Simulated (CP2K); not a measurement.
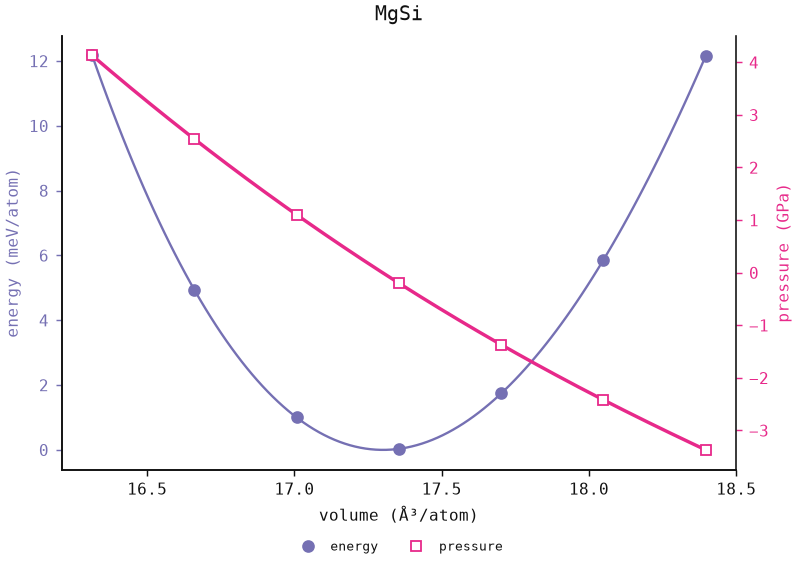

Energy and pressure against volume for MgSi, space group P4/mmm (No. 123).

A third-order Birch–Murnaghan fit gives V0 = 17.30 Å³/atom, B0 = 62.5 GPa and B′ = 4.2. The energy is 12.17 meV/atom at volume 16.31 Å³/atom and 12.14 meV/atom at 18.40 Å³/atom; the lowest computed point is at volume 17.35 Å³/atom (0.03 meV/atom), in a single well. The pressure falls from 4.13 GPa at volume 16.31 Å³/atom to −3.37 GPa at 18.40 Å³/atom, and changes sign near 17.30 Å³/atom.

How it was computed, with CP2K 2026.2: DFT in Gaussian orbitals with a plane-wave density, no spin polarisation; energies at scaled volumes of the given cell, shape and fractions fixed, counted from the fit's minimum, third-order Birch-Murnaghan fit. Level: PBEsol.

k mesh 9×9×7; occupations Fermi–Dirac; smearing width 0.05 eV; potentials GTH PBE with UZH TZVP basis; density cutoff 19050 eV; program settings ngrids 4, basis sets Si TZVP-MOLOPT-PBE-GTH-q4, basis sets Mg TZVP-MOLOPT-PBE-GTH-q10, cutoff ry 1400 Ry, rel cutoff ry 60 Ry.

Cell as given: a = 2.908 Å, b = 2.908 Å, c = 4.103 Å, α = 90.00°, β = 90.00°, γ = 90.00°; 2 atoms.

Limits of the calculation: shape and atomic fractions are frozen while scaling, which makes layered, chain and framework solids too stiff.
